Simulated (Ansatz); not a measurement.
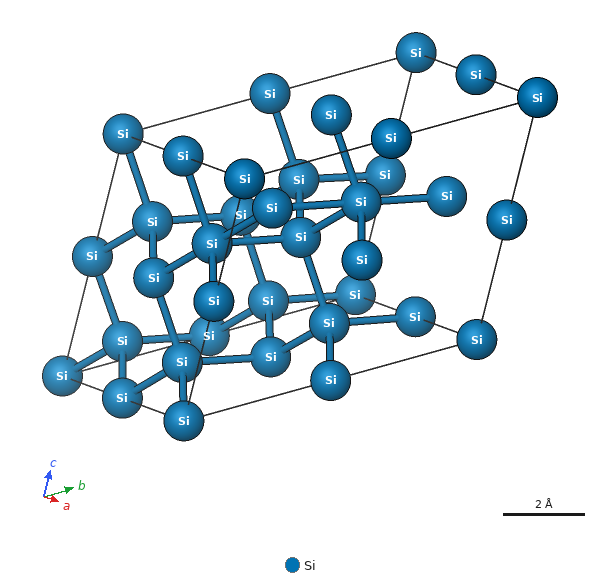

Fig. 1: The starting structure (ball-and-stick view of the cell of the calculation, seen slightly off an axis).

Run report: Si, nudged elastic band (part 1 of 2)

System: Si (defect cell, 17 atoms in the cell).
Method: DFT PBE, scalar-relativistic, plane waves, PAW, no spin polarisation (Ansatz 0.2.0).

One setting was made poor on purpose. It belongs to a series of runs on one base structure; here: band between the two ends.

Input
```yaml
crystal:
  lattice:
    - [0.0, 5.43, 5.43]
    - [5.43, 0.0, 5.43]
    - [5.43, 5.43, 0.0]
  atoms:
    - { symbol: Si, position: [0.00365665, -0.00329222, 0.0028933] }
    - { symbol: Si, position: [0.12484662, 0.12631476, 0.12441303] }
    - { symbol: Si, position: [0.00365613, -0.00330183, 0.49672857] }
    - { symbol: Si, position: [0.13270603, 0.12223521, 0.62251945] }
    - { symbol: Si, position: [9.419e-05, 0.50001386, -5.375e-05] }
    - { symbol: Si, position: [0.12485741, 0.62437847, 0.12452671] }
    - { symbol: Si, position: [0.00372257, 0.50255122, 0.49686106] }
    - { symbol: Si, position: [0.12485851, 0.62437096, 0.62623873] }
    - { symbol: Si, position: [0.49715893, -0.00316748, 0.00299219] }
    - { symbol: Si, position: [0.62326386, 0.12255301, 0.13148244] }
    - { symbol: Si, position: [0.50107927, -0.00098572, 0.49992992] }
    - { symbol: Si, position: [0.62325812, 0.12253406, 0.62267546] }
    - { symbol: Si, position: [0.49712378, 0.50281633, 0.00322404] }
    - { symbol: Si, position: [0.62638054, 0.62449976, 0.12455781] }
    - { symbol: Si, position: [0.49712826, 0.50280182, 0.49683613] }
    - { symbol: Si, position: [0.62345201, 0.63050838, 0.62301658] }
    - { symbol: Si, position: [0.75100522, 0.24905342, 0.74994851] }
basis:
  ecutwfc: 420.0
kpoints:
  mp_grid: { grid: [2, 2, 2] }
hamiltonian:
  xc: pbe
scf:
  occupations: { method: fermi_dirac, width: 0.05 }
  lower_state_search: "off"
neb:
  images: 3
  f_tol: 0.05
  max_iterations: 43
  order_check: false
  spring: 0.05
  optimiser: fire
  final_atoms:
    - { symbol: Si, position: [-0.00143387, 0.00041095, 0.00054708] }
    - { symbol: Si, position: [0.12813092, 0.12154722, 0.12217198] }
    - { symbol: Si, position: [0.0025693, -0.00738251, 0.50249452] }
    - { symbol: Si, position: [0.12820057, 0.12166208, 0.62821683] }
    - { symbol: Si, position: [0.00222065, 0.50189903, -0.00614291] }
    - { symbol: Si, position: [0.12810005, 0.62809266, 0.12208684] }
    - { symbol: Si, position: [0.00244666, 0.50207976, 0.50237941] }
    - { symbol: Si, position: [0.12577546, 0.62420091, 0.62537406] }
    - { symbol: Si, position: [0.50046332, 0.00034482, 0.00044547] }
    - { symbol: Si, position: [0.62488106, 0.12510607, 0.12495235] }
    - { symbol: Si, position: [0.50053342, 0.00038405, 0.49863808] }
    - { symbol: Si, position: [0.62228179, 0.1214725, 0.62812145] }
    - { symbol: Si, position: [0.5004256, 0.49879123, 0.0004119] }
    - { symbol: Si, position: [0.62201547, 0.62806411, 0.12183071] }
    - { symbol: Si, position: [0.49427806, 0.50178588, 0.50203332] }
    - { symbol: Si, position: [0.62218805, 0.62807594, 0.62809908] }
    - { symbol: Si, position: [0.87571825, 0.37426225, 0.37534436] }
```

Run on 1 thread of Arm Neoverse V1, 24 GiB of memory available, shared host.

Launched with:
```bash
ansatz run input.yaml --threads 1 --pin off --max-ram 3072MiB --backend cpu --events-out ev --progress --plain --runs-dir out
```

What the program printed
```
Warning: neb: disabling space-group detection — the band's intermediate images generally break the endpoint symmetry, so no spatial operation reduces the k-mesh or symmetrises the density, except that a semilocal band can use its path's symmetry ahead of convergence; time reversal is kept, so that k and −k are solved as one point where they differ and the mesh holds both, and exact exchange and, on two spinor components, a DFT+U term hold to it where the run has them: on two components no moment then forms, and a state that bears one, which a typed moment (crystal.atoms[].spin; refused beside efield: under a hybrid functional) reaches, can lie lower, under hf by electronvolts; crystal.symmetry.detect: false (a key that needs symmetry detection or time reversal refuses this as the deck is read) with time_reversal: false beside it drops time reversal too
Engine: ansatz 0.2.0, aarch64-unknown-linux-gnu
Pseudopotentials: kind: paw
Pseudopotential: Si, paw, valence charge 4, recommended cutoff 420 eV (normal), Si.paw.azcp
Functional definition: PBE
  parameter kappa = 0.804
  parameter beta = 0.06672455060314922
  exchange = pbe_x(kappa = kappa, mu = beta*pi^2/3)
  correlation = pbe_c(beta = beta)
NEB image 0
Crystal: 17 atoms, lattice volume = 320.206 Å³
Basis set: ecut = 420 eV, 6231 PW (Γ), exchange–correlation on 108×108×108 points (8 copies of the dense FFT grid, shifted against one another)
Bands: 51, of which v1, the nominal top of the filled ones, is band 34 counted from 1 (33 counted from 0)
Symmetry: 1 space group operations
k-points: 8
Non-local potential: Si, projectors of the file, l = 0: 2, l = 1: 2, l = 2: 2
PAW form: soft (Blöchl's): semilocal exchange-correlation on the pseudo side does not see the compensation charge
PAW one-centre angular grid: Si, 110 points (default); XC on 64 Gauss nodes
Initial density: superposition of atomic densities (neutral atoms: chi_scale 0, normalization atom), corrected by the library's trained network
Initial wavefunctions: pseudopotential atomic-orbital guess
Functional: x = pbe(κ = 0.804, μ = 0.2195149727645171), c = pbe(β = 0.06672455060314922)
SCF iter   1: F=—  HF=-10804.556023 eV  |F-HF|=—  |Δ(HF+E_count)|=         —  Δρ=2.32e-3  dr2=2.52e-2  ethr=1.77e-3  ⟨swp⟩=9.6  Hψ=2408  notcnv=0  defer=12
preconditioner: auto → Resta (q_TF=auto, 2.107 Å⁻¹)  ε∞=5.6  [insulator: Δε(μ)=0.237 eV  Ē_g=7.977 eV  σ=0.050 eV  W_gap=0.68  n_scr=58 (ndim 8)  ℏωp=17.1 eV  f_vac=0.000  D(μ)=4.21/eV (n_scr^D=14)  ε∞_Penn≈5.6]
SCF iter   2: F=—  HF=-10804.555019 eV  |F-HF|=—  |Δ(HF+E_count)|=   1.00e-3  Δρ=1.35e-3  dr2=8.16e-3  ethr=3.70e-5  ⟨swp⟩=1.9  Hψ=555  notcnv=0  defer=22
SCF iter   3: F=—  HF=-10804.555233 eV  |F-HF|=—  |Δ(HF+E_count)|=   2.13e-4  Δρ=3.53e-4  dr2=1.58e-3  ethr=1.20e-5  ⟨swp⟩=2.4  Hψ=602  notcnv=0  defer=22
SCF iter   4: F=—  HF=-10804.555143 eV  |F-HF|=—  |Δ(HF+E_count)|=   8.99e-5  Δρ=1.40e-4  dr2=1.36e-4  ethr=2.33e-6  ⟨swp⟩=2.0  Hψ=434  notcnv=0  defer=22
SCF iter   5: F=—  HF=-10804.555209 eV  |F-HF|=—  |Δ(HF+E_count)|=   6.61e-5  Δρ=3.80e-5  dr2=1.00e-5  ethr=2.00e-7  ⟨swp⟩=2.0  Hψ=533  notcnv=0  defer=22
SCF iter   6: F=—  HF=-10804.555179 eV  |F-HF|=—  |Δ(HF+E_count)|=   2.97e-5  Δρ=9.00e-6  dr2=7.28e-7  ethr=1.47e-8  ⟨swp⟩=2.0  Hψ=533  notcnv=0  defer=22
SCF iter   7: F=-10804.555179 eV  HF=-10804.555179 eV  |F-HF|=3.56e-9  |Δ(HF+E_count)|=   1.35e-7  Δρ=1.63e-6  dr2=1.66e-8  ethr=1.47e-10  ⟨swp⟩=5.0  Hψ=1343  notcnv=0
SCF 1 converged in 7 iterations: F = -10804.555179 eV  dr2 = 1.66e-8
  greatest PAW one-centre occupation: 0.717 electrons in one spin orbital (limit 2), on the Si atom at site 16 (counted from 0), in its partial waves of l = 0
NSCF: frozen V_eff on 8 k-points
NEB image 4
SCF iter   1: F=—  HF=-10804.556053 eV  |F-HF|=—  |Δ(HF+E_count)|=         —  Δρ=2.32e-3  dr2=2.52e-2  ethr=1.77e-3  ⟨swp⟩=9.5  Hψ=2417  notcnv=0  defer=11
preconditioner: auto → Resta (q_TF=auto, 2.107 Å⁻¹)  ε∞=5.6  [insulator: Δε(μ)=0.237 eV  Ē_g=7.978 eV  σ=0.050 eV  W_gap=0.68  n_scr=58 (ndim 8)  ℏωp=17.1 eV  f_vac=0.000  D(μ)=4.21/eV (n_scr^D=14)  ε∞_Penn≈5.6]
SCF iter   2: F=—  HF=-10804.555029 eV  |F-HF|=—  |Δ(HF+E_count)|=   1.02e-3  Δρ=1.35e-3  dr2=8.14e-3  ethr=3.71e-5  ⟨swp⟩=1.8  Hψ=545  notcnv=0  defer=23
SCF iter   3: F=—  HF=-10804.555226 eV  |F-HF|=—  |Δ(HF+E_count)|=   1.97e-4  Δρ=3.50e-4  dr2=1.56e-3  ethr=1.20e-5  ⟨swp⟩=2.4  Hψ=602  notcnv=0  defer=23
SCF iter   4: F=—  HF=-10804.555135 eV  |F-HF|=—  |Δ(HF+E_count)|=   9.09e-5  Δρ=1.39e-4  dr2=1.33e-4  ethr=2.29e-6  ⟨swp⟩=2.0  Hψ=434  notcnv=0  defer=23
SCF iter   5: F=—  HF=-10804.555207 eV  |F-HF|=—  |Δ(HF+E_count)|=   7.20e-5  Δρ=3.78e-5  dr2=9.78e-6  ethr=1.96e-7  ⟨swp⟩=2.0  Hψ=533  notcnv=0  defer=23
SCF iter   6: F=—  HF=-10804.555196 eV  |F-HF|=—  |Δ(HF+E_count)|=   1.10e-5  Δρ=8.86e-6  dr2=7.06e-7  ethr=1.44e-8  ⟨swp⟩=2.0  Hψ=533  notcnv=0  defer=23
SCF iter   7: F=-10804.555196 eV  HF=-10804.555196 eV  |F-HF|=5.46e-9  |Δ(HF+E_count)|=   1.30e-7  Δρ=1.63e-6  dr2=1.80e-8  ethr=1.47e-10  ⟨swp⟩=5.0  Hψ=1323  notcnv=0
SCF 2 converged in 7 iterations: F = -10804.555196 eV  dr2 = 1.80e-8
NSCF: frozen V_eff on 8 k-points
NEB end point (image 0): max|allowed force component| = 2.211e-2 eV/Å (the criterion of neb.relax_end_points is 1.000e-2)
NEB end point (image 4): max|allowed force component| = 2.193e-2 eV/Å (the criterion of neb.relax_end_points is 1.000e-2)
NEB image 1
SCF iter   1: F=—  HF=-10803.910086 eV  |F-HF|=—  |Δ(HF+E_count)|=         —  Δρ=3.35e-3  dr2=8.58e-2  ethr=1.77e-3  ⟨swp⟩=9.5  Hψ=2319  notcnv=0  defer=14
preconditioner: auto → Kerker (q_TF=auto, 2.107 Å⁻¹)  [metal: Δε(μ)=0.098 eV  Ē_g=7.987 eV  σ=0.050 eV  W_gap=0.41  n_scr=58 (ndim 8)  ℏωp=17.1 eV  f_vac=0.000  D(μ)=7.32/eV (n_scr^D=58)]
SCF iter   2: F=—  HF=-10803.898901 eV  |F-HF|=—  |Δ(HF+E_count)|=   1.12e-2  Δρ=1.97e-3  dr2=3.30e-2  ethr=1.26e-4  ⟨swp⟩=1.8  Hψ=487  notcnv=0  defer=35
SCF iter   3: F=—  HF=-10803.892410 eV  |F-HF|=—  |Δ(HF+E_count)|=   6.49e-3  Δρ=4.12e-4  dr2=1.51e-3  ethr=4.85e-5  ⟨swp⟩=2.4  Hψ=576  notcnv=0  defer=35
SCF iter   4: F=—  HF=-10803.892393 eV  |F-HF|=—  |Δ(HF+E_count)|=   1.70e-5  Δρ=2.14e-4  dr2=3.87e-4  ethr=2.23e-6  ⟨swp⟩=2.1  Hψ=544  notcnv=0  defer=35
SCF iter   5: F=—  HF=-10803.892445 eV  |F-HF|=—  |Δ(HF+E_count)|=   5.13e-5  Δρ=5.20e-5  dr2=1.73e-5  ethr=5.69e-7  ⟨swp⟩=2.4  Hψ=619  notcnv=0  defer=35
SCF iter   6: F=—  HF=-10803.892403 eV  |F-HF|=—  |Δ(HF+E_count)|=   4.14e-5  Δρ=1.45e-5  dr2=1.01e-6  ethr=2.54e-8  ⟨swp⟩=2.5  Hψ=679  notcnv=0  defer=39
SCF iter   7: F=-10803.892404 eV  HF=-10803.892404 eV  |F-HF|=3.26e-8  |Δ(HF+E_count)|=   6.11e-7  Δρ=3.17e-6  dr2=8.82e-8  ethr=1.47e-10  ⟨swp⟩=3.0  Hψ=1628  notcnv=0
SCF 3 converged in 7 iterations: F = -10803.892404 eV  dr2 = 8.82e-8
  greatest PAW one-centre occupation: 0.707 electrons in one spin orbital (limit 2), on the Si atom at site 16 (counted from 0), in its partial waves of l = 0
NEB image 2
SCF iter   1: F=—  HF=-10803.618403 eV  |F-HF|=—  |Δ(HF+E_count)|=         —  Δρ=2.92e-3  dr2=7.38e-2  ethr=1.77e-3  ⟨swp⟩=7.4  Hψ=2120  notcnv=0  defer=22
preconditioner: auto → Resta (q_TF=auto, 2.107 Å⁻¹)  ε∞=5.6  [insulator: Δε(μ)=0.455 eV  Ē_g=8.006 eV  σ=0.050 eV  W_gap=0.78  n_scr=58 (ndim 8)  ℏωp=17.1 eV  f_vac=0.000  D(μ)=4.06/eV (n_scr^D=14)  ε∞_Penn≈5.6]
[...]
  greatest PAW one-centre occupation: 0.706 electrons in one spin orbital (limit 2), on the Si atom at site 16 (counted from 0), in its partial waves of l = 0
NEB image 3
preconditioner: auto → Kerker (q_TF=auto, 2.107 Å⁻¹)  [metal: Δε(μ)=0.099 eV  Ē_g=7.987 eV  σ=0.050 eV  W_gap=0.42  n_scr=58 (ndim 8)  ℏωp=17.1 eV  f_vac=0.000  D(μ)=7.34/eV (n_scr^D=58)]
NEB iter   1: max|band force component| = 1.491e0 eV/Å  barrier→ = 0.9505 eV  barrier← = 0.9505 eV  Δτ_max = 0.0215 Å  (35 SCF iters)
NEB image 1
Initial density: handed on by an earlier stage of this run
Initial wavefunctions: those handed on with the density
preconditioner: auto → Kerker (q_TF=auto, 2.107 Å⁻¹)  [metal: Δε(μ)=0.066 eV  Ē_g=7.976 eV  σ=0.050 eV  W_gap=0.29  n_scr=58 (ndim 8)  ℏωp=17.1 eV  f_vac=0.000  D(μ)=9.33/eV (n_scr^D=58)]
NEB image 2
preconditioner: auto → Resta (q_TF=auto, 2.107 Å⁻¹)  ε∞=5.6  [insulator: Δε(μ)=0.398 eV  Ē_g=7.999 eV  σ=0.050 eV  W_gap=0.66  n_scr=58 (ndim 8)  ℏωp=17.1 eV  f_vac=0.000  D(μ)=3.77/eV (n_scr^D=14)  ε∞_Penn≈5.6]
  greatest PAW one-centre occupation: 0.704 electrons in one spin orbital (limit 2), on the Si atom at site 16 (counted from 0), in its partial waves of l = 0
NEB image 3
preconditioner: auto → Kerker (q_TF=auto, 2.107 Å⁻¹)  [metal: Δε(μ)=0.064 eV  Ē_g=7.976 eV  σ=0.050 eV  W_gap=0.28  n_scr=58 (ndim 8)  ℏωp=17.1 eV  f_vac=0.000  D(μ)=9.36/eV (n_scr^D=58)]
NEB iter   2: max|band force component| = 1.038e0 eV/Å  barrier→ = 0.7686 eV  barrier← = 0.7687 eV  Δτ_max = 0.0362 Å  (18 SCF iters)
[... from here on the SCF iterations and repeated set-up lines of each step are left out, up to the last step ...]
NEB image 1
NEB image 2
NEB image 3
NEB iter   3: max|band force component| = 3.702e-1 eV/Å  barrier→ = 0.5849 eV  barrier← = 0.5849 eV  CI = image 2  Δτ_max = 0.0393 Å  (18 SCF iters)
NEB image 1
NEB image 2
NEB image 3
NEB iter   4: max|band force component| = 3.729e-1 eV/Å  barrier→ = 0.5424 eV  barrier← = 0.5424 eV  CI = image 2  Δτ_max = 0.0022 Å  (18 SCF iters)
NEB image 1
NEB image 2
NEB image 3
NEB iter   5: max|band force component| = 3.434e-1 eV/Å  barrier→ = 0.5361 eV  barrier← = 0.5361 eV  CI = image 2  Δτ_max = 0.0043 Å  (12 SCF iters)
NEB image 1
NEB image 2
NEB image 3
NEB iter   6: max|band force component| = 3.116e-1 eV/Å  barrier→ = 0.5249 eV  barrier← = 0.5250 eV  CI = image 2  Δτ_max = 0.0063 Å  (12 SCF iters)
NEB image 1
NEB image 2
NEB image 3
NEB iter   7: max|band force component| = 2.706e-1 eV/Å  barrier→ = 0.5116 eV  barrier← = 0.5116 eV  CI = image 2  Δτ_max = 0.0080 Å  (13 SCF iters)
NEB image 1
NEB image 2
NEB image 3
NEB iter   8: max|band force component| = 2.213e-1 eV/Å  barrier→ = 0.4989 eV  barrier← = 0.4989 eV  CI = image 2  Δτ_max = 0.0093 Å  (15 SCF iters)
NEB image 1
NEB image 2
NEB image 3
NEB iter   9: max|band force component| = 2.155e-1 eV/Å  barrier→ = 0.4889 eV  barrier← = 0.4889 eV  CI = image 2  Δτ_max = 0.0102 Å  (15 SCF iters)
NEB image 1
NEB image 2
NEB image 3
NEB iter  10: max|band force component| = 2.205e-1 eV/Å  barrier→ = 0.4820 eV  barrier← = 0.4820 eV  CI = image 2  Δτ_max = 0.0117 Å  (15 SCF iters)
NEB image 1
NEB image 2
NEB image 3
NEB iter  11: max|band force component| = 2.162e-1 eV/Å  barrier→ = 0.4763 eV  barrier← = 0.4764 eV  CI = image 2  Δτ_max = 0.0140 Å  (15 SCF iters)
NEB image 1
NEB image 2
NEB image 3
NEB iter  12: max|band force component| = 2.001e-1 eV/Å  barrier→ = 0.4690 eV  barrier← = 0.4690 eV  CI = image 2  Δτ_max = 0.0174 Å  (15 SCF iters)
NEB image 1
NEB image 2
NEB image 3
NEB iter  13: max|band force component| = 1.989e-1 eV/Å  barrier→ = 0.4567 eV  barrier← = 0.4567 eV  CI = image 2  Δτ_max = 0.0207 Å  (15 SCF iters)
NEB image 1
NEB image 2
NEB image 3
NEB iter  14: max|band force component| = 1.437e-1 eV/Å  barrier→ = 0.4382 eV  barrier← = 0.4382 eV  CI = image 2  Δτ_max = 0.0239 Å  (15 SCF iters)
NEB image 1
NEB image 2
NEB image 3
NEB iter  15: max|band force component| = 9.930e-2 eV/Å  barrier→ = 0.4166 eV  barrier← = 0.4166 eV  CI = image 2  Δτ_max = 0.0264 Å  (15 SCF iters)
NEB image 1
NEB image 2
NEB image 3
NEB iter  16: max|band force component| = 1.085e-1 eV/Å  barrier→ = 0.3973 eV  barrier← = 0.3973 eV  CI = image 2  Δτ_max = 0.0278 Å  (16 SCF iters)
NEB image 1
NEB image 2
NEB image 3
NEB iter  17: max|band force component| = 1.655e-1 eV/Å  barrier→ = 0.3809 eV  barrier← = 0.3810 eV  CI = image 2  Δτ_max = 0.0285 Å  (17 SCF iters)
NEB image 1
NEB image 2
NEB image 3
NEB iter  18: max|band force component| = 1.540e-1 eV/Å  barrier→ = 0.3617 eV  barrier← = 0.3617 eV  CI = image 2  Δτ_max = 0.0337 Å  (15 SCF iters)
NEB image 1
NEB image 2
NEB image 3
NEB iter  19: max|band force component| = 9.426e-2 eV/Å  barrier→ = 0.3407 eV  barrier← = 0.3407 eV  CI = image 2  Δτ_max = 0.0380 Å  (15 SCF iters)
NEB image 1
NEB image 2
NEB image 3
NEB iter  20: max|band force component| = 1.151e-1 eV/Å  barrier→ = 0.3283 eV  barrier← = 0.3283 eV  CI = image 2  Δτ_max = 0.0460 Å  (16 SCF iters)
NEB image 1
NEB image 2
NEB image 3
NEB iter  21: max|band force component| = 1.455e-1 eV/Å  barrier→ = 0.3198 eV  barrier← = 0.3198 eV  CI = image 2  Δτ_max = 0.0011 Å  (18 SCF iters)
NEB image 1
NEB image 2
NEB image 3
NEB iter  22: max|band force component| = 1.265e-1 eV/Å  barrier→ = 0.3188 eV  barrier← = 0.3188 eV  CI = image 2  Δτ_max = 0.0021 Å  (10 SCF iters)
NEB image 1
NEB image 2
NEB image 3
NEB iter  23: max|band force component| = 9.126e-2 eV/Å  barrier→ = 0.3174 eV  barrier← = 0.3174 eV  CI = image 2  Δτ_max = 0.0027 Å  (12 SCF iters)
NEB image 1
NEB image 2
NEB image 3
NEB iter  24: max|band force component| = 5.623e-2 eV/Å  barrier→ = 0.3162 eV  barrier← = 0.3162 eV  CI = image 2  Δτ_max = 0.0030 Å  (12 SCF iters)
NEB image 1
preconditioner: auto → Kerker (q_TF=auto, 2.107 Å⁻¹)  [metal: Δε(μ)=0.094 eV  Ē_g=7.936 eV  σ=0.050 eV  W_gap=0.37  n_scr=58 (ndim 8)  ℏωp=17.1 eV  f_vac=0.000  D(μ)=9.59/eV (n_scr^D=64)]
NEB image 2
preconditioner: auto → Resta (q_TF=auto, 2.107 Å⁻¹)  ε∞=5.6  [insulator: Δε(μ)=0.270 eV  Ē_g=7.955 eV  σ=0.050 eV  W_gap=0.63  n_scr=58 (ndim 8)  ℏωp=17.1 eV  f_vac=0.000  D(μ)=3.58/eV (n_scr^D=14)  ε∞_Penn≈5.6]
NEB image 3
preconditioner: auto → Kerker (q_TF=auto, 2.107 Å⁻¹)  [metal: Δε(μ)=0.092 eV  Ē_g=7.936 eV  σ=0.050 eV  W_gap=0.37  n_scr=58 (ndim 8)  ℏωp=17.1 eV  f_vac=0.000  D(μ)=9.70/eV (n_scr^D=64)]
NEB image 1
NSCF: frozen V_eff on 8 k-points
NEB image 3
NSCF: frozen V_eff on 8 k-points
NEB image 2
NSCF: frozen V_eff on 8 k-points
the band table was solved once a step of the walk had ended and its energy, with any forces and stress, was formed, with the checks that follow a solve (1994 applications of the Hamiltonian). They found nothing against the state; the energy, forces and stress were not computed again (output.eigenvalues in the input reference)
NEB iter  25: max|band force component| = 3.480e-2 eV/Å  barrier→ = 0.3157 eV  barrier← = 0.3157 eV  CI = image 2  Δτ_max = 0.0000 Å  (12 SCF iters)
```
